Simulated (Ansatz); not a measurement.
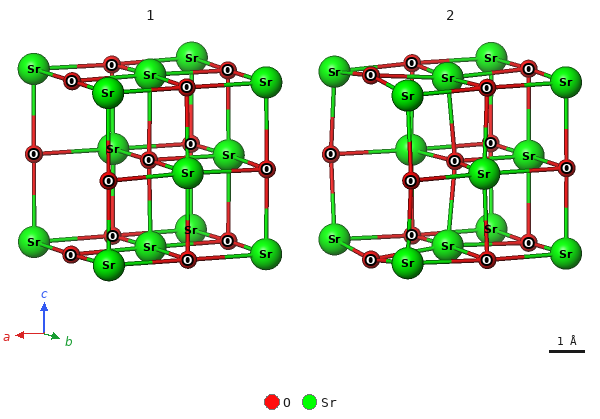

Two geometries of a defect cell of composition O32Sr31 (cell charge −2), drawn at one scale. One is the start of a relaxation, the other its converged end. The picture is a ball-and-stick view of the atoms within 5.0 Å of the atom that moves most (axes of the cell of the calculation (origin shifted)), seen from a free direction.

Theory: Ansatz 0.2.0, DFT, PBEsol, PAW, plane waves. (plane-wave cutoff 420 eV; k-point mesh 1 × 1 × 1; mesh shifted by (0.25, 0.25, 0.25); no spin polarisation; atoms relaxed in a fixed cell; force threshold 0.03 eV/Å; at most 80 steps)

Question: Which geometry has the lower energy?

Answer: Structure 2 is the relaxed one. The largest move is that of an O atom, 0.20 Å roughly along [−3 0 −1]. By element the largest moves are O 0.20 Å, Sr 0.16 Å. The cell doesn't change. Some distances before and after: O–Sr 2.571 → 2.387 Å, Sr–Sr 3.651 → 3.522 Å, O–Sr 2.619 → 2.503 Å, Sr–Sr 3.623 → 3.523 Å. Bond angles that change, for instance: Sr–O–Sr 178.6° → 168.7°, Sr–O–Sr 178.2° → 168.8°, Sr–O–Sr 88.9° → 95.6°. Over 2 accepted moves (3 points after the start) the energy falls by 2.259 eV per cell of the calculation. Largest force component: 1.8 eV/Å at the start, 0.025 eV/Å at the end. 1 step only repeated the SCF at the same geometry. Cost: 4.8 s on 1 × NVIDIA GB300 Max-Q with 8 threads of Arm Neoverse-V2, peak memory 1.9 GiB.

Limits of the set-up: the cell is charged, on a uniform background, and energies carry no finite-size correction.
